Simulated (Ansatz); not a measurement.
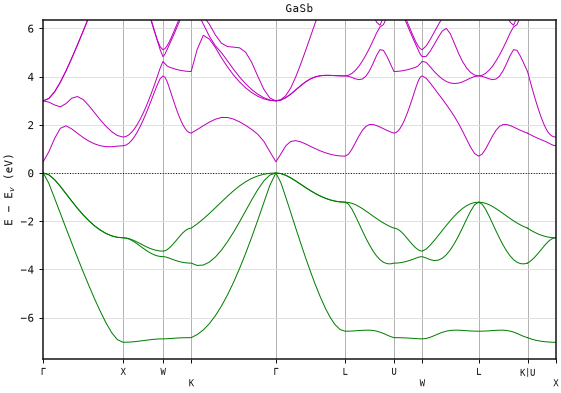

Band structure of zincblende GaSb, space group F-43m, 2 atoms in the primitive cell (cubic a = 6.118 Å). Level of theory: r2SCAN, Ansatz PAW, no spin polarisation, no spin-orbit coupling, 8×8×8 k mesh, 500 eV cutoff, Fermi-Dirac smearing of 0.05 eV; code Ansatz 0.2.0. Energies are counted from the top of the valence band.

A semiconductor. The gap along this path is 0.46 eV and direct: both edges lie at Γ. Three bands meet at the valence-band top at Γ: it is triply degenerate (spin aside). The top valence band spans 3.2 eV and the lowest conduction band 3.6 eV. The direct gaps are 3.95 eV at K, 3.95 eV at U and 3.82 eV at X.

Spin-orbit coupling is left out, which matters for Sb. The PAW data sets were made with another functional. LDA, GGA and most meta-GGA functionals understate gaps.
